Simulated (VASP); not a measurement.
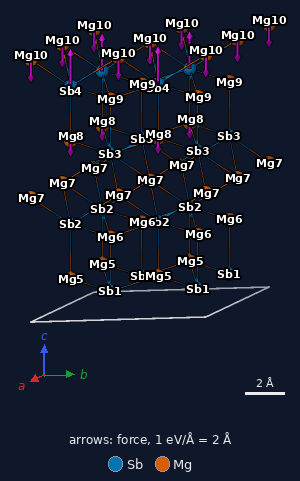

Starting geometry of a slab of composition Mg3Sb2 with the computed forces as purple arrows. The picture is a ball-and-stick view of the 2 × 2 repeat of the cell, outlined in the plane, without the vacuum, seen slightly off an axis.

The run lets the atoms move in a fixed cell. 5 atoms are held fixed.

All numbers below come from Kohn-Sham DFT of a periodic cell, PBEsol with D3, VASP PAW PBE potentials, recommended (VASP 6.6.1).

Input
```
SYSTEM = Mg3Sb2
PREC = Accurate
ENCUT = 520
EDIFF = 1E-7
ISMEAR = -1
SIGMA = 0.05
LREAL = .FALSE.
LASPH = .TRUE.
NELM = 80
ALGO = Normal
ISIF = 2
LWAVE = .FALSE.
LCHARG = .FALSE.
LDIPOL = .TRUE.
IDIPOL = 3
DIPOL = 0.5 0.5 0.495
GGA = PS
IVDW = 11
IBRION = 2
NSW = 60
EDIFFG = -0.01
```

Launched with:
```bash
cat potpaw_PBE.64/Sb/POTCAR potpaw_PBE.64/Mg/POTCAR > POTCAR
mpirun -np 1 vasp_std > vasp.out
```

Is this structure relaxed? If not, where do the atoms go?

Answer. It isn't relaxed: the largest force vector, on Sb4, is 1.02 eV/Å. The atoms end up moving mostly along the starting forces (cosine between the two patterns 0.86). The largest move is that of Mg10, 0.43 Å along the normal (−c). Largest moves by element: Mg 0.43 Å, Sb 0.23 Å. The cell doesn't change. Among the contacts that change: Sb4–Mg8 2.861 → 3.204 Å, Sb4–Mg10 3.146 → 2.843 Å, Sb4–Mg9 2.820 → 2.934 Å, Sb3–Mg9 2.861 → 2.829 Å. Among the angles between lasting bonds that change: Sb4–Mg10–Sb4 93.5° → 107.4°, Sb4–Mg9–Sb4 108.6° → 102.7°, Sb3–Mg9–Sb4 110.3° → 115.6°. The energy falls by 0.280 eV per cell of the calculation in 19 geometry steps. Largest force component: 1 eV/Å at the start, 1.1 eV/Å at the end.
